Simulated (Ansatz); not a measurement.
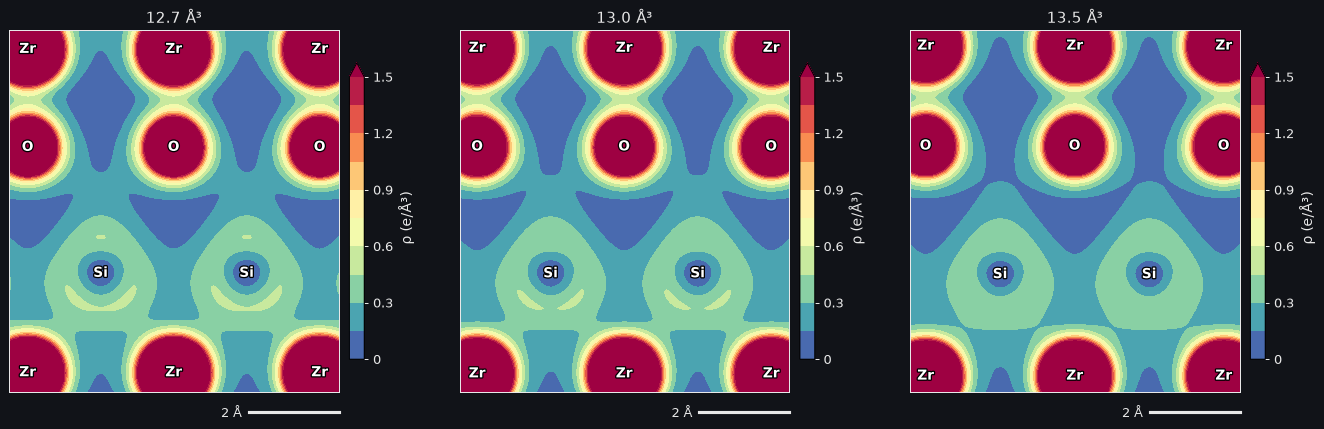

ZrSiO. The valence electron density of cells scaled evenly to different volumes (given per atom above each panel), on the (100) plane of each (indices in the axes of the cell below), at one length scale and on one colour scale.

A structure from a database of computed crystals, not necessarily the ambient phase.

The calculation used Kohn-Sham DFT of a periodic cell, PBE, Ansatz PAW (Ansatz 0.2.0).

Core electrons are frozen (PAW), and the valence fields are smoothed inside the atomic spheres.

The largest cell:

```
CELL_PARAMETERS angstrom
3.31999 0.00000 0.00000
0.00000 3.31999 0.00000
0.00000 0.00000 7.35184
ATOMIC_POSITIONS crystal
Zr 0.50000 0.00000 0.30841
Zr 0.00000 0.50000 0.69159
Si 0.00000 0.00000 0.00000
Si 0.50000 0.50000 0.00000
O 0.50000 0.00000 0.61129
O 0.00000 0.50000 0.38871
```

| volume (Å³/atom) | Zr–O contact in the plane (Å) | ρ at its midpoint (e/Å³) | pressure (GPa) | 
| --- | --- | --- | --- |
| 12.70 | 2.181 | 0.552 | 10.5 | 
| 12.97 | 2.197 | 0.534 | 6.0 | 
| 13.24 | 2.212 | ? | ? | 
| 13.51 | 2.227 | 0.499 | −1.6 | 

> What values belong in the row with question marks?

Over the known rows ln ρ falls by 2.20 per Å of Zr–O distance (a least-squares line), which gives 0.516 e/Å³ at 2.212 Å; the calculation gives 0.516 e/Å³. For the pressure, a straight line in volume between the neighbouring rows gives 2.2 GPa; the calculation gives 2.0.
